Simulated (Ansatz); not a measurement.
```
CELL_PARAMETERS angstrom
2.88947 0.00000 0.00000
0.00000 7.70688 0.00000
0.00000 0.00000 27.05199
ATOMIC_POSITIONS crystal
N 0.50000 0.91817 0.27936
Ta 0.50000 0.18860 0.28946
Ta 0.00000 0.71677 0.29295
N 0.50000 0.49962 0.30040
N 0.00000 0.13451 0.34810
Ta 0.00000 0.41679 0.35516
Ta 0.50000 0.91648 0.35958
N 0.00000 0.70294 0.37087
N 0.50000 0.34793 0.41714
Ta 0.50000 0.62969 0.42989
Ta 0.00000 0.13446 0.42974
N 0.50000 0.91787 0.44179
N 0.00000 0.55773 0.48808
Ta 0.00000 0.84339 0.50000
Ta 0.50000 0.34339 0.50000
N 0.00000 0.12906 0.51192
N 0.50000 0.76891 0.55821
Ta 0.50000 0.05710 0.57011
Ta 0.00000 0.55232 0.57026
N 0.50000 0.33885 0.58286
N 0.00000 0.98384 0.62913
Ta 0.00000 0.26999 0.64484
Ta 0.50000 0.77030 0.64042
N 0.00000 0.55227 0.65190
N 0.50000 0.18716 0.69960
Ta 0.50000 0.49819 0.71054
Ta 0.00000 0.97001 0.70705
N 0.50000 0.76862 0.72064
```

Level of theory: DFT PBEsol, scalar-relativistic, plane waves, PAW in Ansatz 0.2.0.

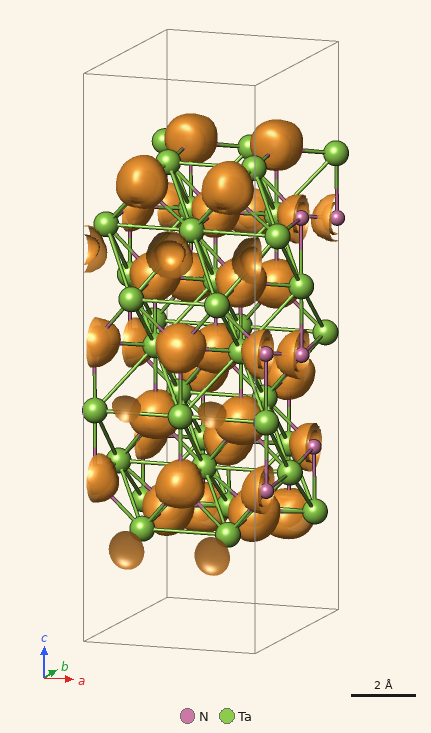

TaN (slab). Isosurface of the electron localisation function at 0.75 (orange), seen slightly off an axis. Only the valence region is drawn (cores and ρ < 0.01 e/Å³ removed). Sticks mark near contacts.

Core electrons are frozen (PAW), and the valence fields are smoothed inside the atomic spheres.

Q: Where are the electrons localised?

A: The surface consists of 14 regions wrapped around N (the valence shell of each), counted in one cell of 28 atoms. Counts are for one cell; the picture repeats the cell along the surface. Profiles from the grid: Ta–N (2.10 Å): the ELF peaks at about 0.85 in the valence shell of N, 0.6 Å from its nucleus, and is about 0.25 at the midpoint; no shared electron pair shows on this line. Ta–Ta (2.78 Å): the ELF is about 0.30 at the midpoint; no shared electron pair shows on this line.

Q: Metal or insulator at this level of theory?

A: It is gapless in this calculation (a metal or semimetal).
